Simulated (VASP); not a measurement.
System: RbBr.

```xyz
4
Lattice="0.0000 -3.8695 -3.8695 0.0000 3.8695 -3.8695 7.5842 0.0000 0.0000" Properties=species:S:1:pos:R:3 pbc="T T T"
Rb    3.7921    0.0000   -3.8695
Rb    0.0000    0.0000    0.0000
Br    1.8961   -1.9347   -1.9347
Br    5.6882    1.9347   -1.9347
```

Space group I-4m2; started from the zincblende prototype, which need not be the ambient phase; changed on purpose from its base cell (uniaxial x strain -2.0%).

Computed with DFT, r2SCAN, plane waves, PAW in VASP 6.6.1.

> What can the converged valence pseudo-density and electron localisation function tell about the bonding?

Rb–Br (3.33 Å): the density is about 0.09 e/Å³ at the midpoint; the ELF is about 0.05 at the midpoint (a closed-shell, largely ionic contact).

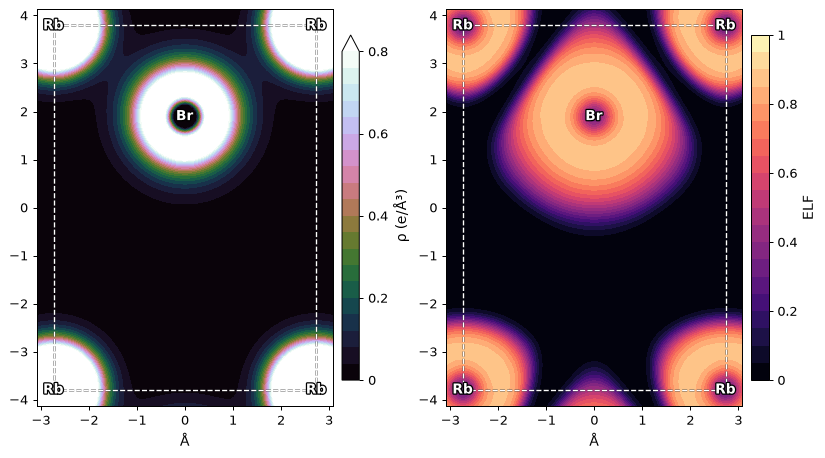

Computed valence pseudo-density and electron localisation function on the (100) plane of the conventional cell, in this order. 
